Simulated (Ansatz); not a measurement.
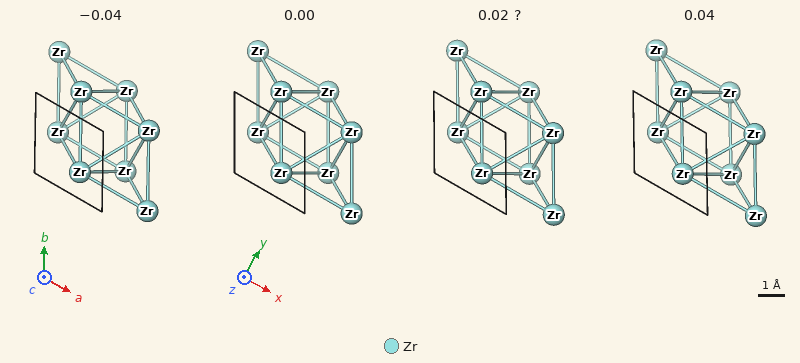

Energy scan for a crystal of Zr (P6_3/mmc), in which the cell is strained along x alone, with the atoms kept at their fractional coordinates. x, y and z are the Cartesian axes of the input. A ball-and-stick model of the cell of the calculation, repeated 2 × 2 × 1 with one cell outlined, seen along the c axis.

Computed with DFT PBEsol, scalar-relativistic, plane waves, PAW in Ansatz 0.2.0. Set-up: plane-wave cutoff 420 eV; k-point mesh 18 × 18 × 10; occupations gaussian; smearing width 0.15 eV; no spin polarisation. Energies (free energies at the smearing named) are counted from the cell as listed in its source, which wasn't relaxed.

| strain | ΔE (meV/atom) |
| --- | --- |
| −0.040 | −2.3 |
| −0.030 | −5.2 |
| −0.020 | −5.7 |
| −0.010 | −4.0 |
| 0.000 | 0.0 |
| 0.010 | 6.0 |
| 0.020 | ? |
| 0.030 | 23.8 |
| 0.035 | 29.4 |
| 0.040 | 35.3 |

One row is withheld. What is its energy?

Answer. A straight line between the two neighbours gives 14.9 meV/atom. A cubic through the four nearest rows (0.000, 0.010, 0.030, 0.035) gives, with Lagrange weights, (−0.1429)(0.0) + (0.6000)(6.0) + (1.0000)(23.8) + (−0.4571)(29.4) = 14.0 meV/atom. The calculation gives 14.0 meV/atom, so the cubic is right to the digits shown and the straight line 0.9 meV/atom too high, as the curve bends upwards here.

The whole profile:

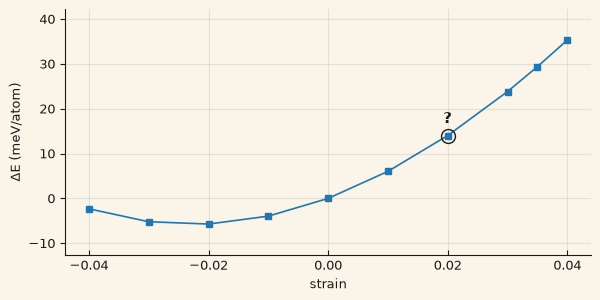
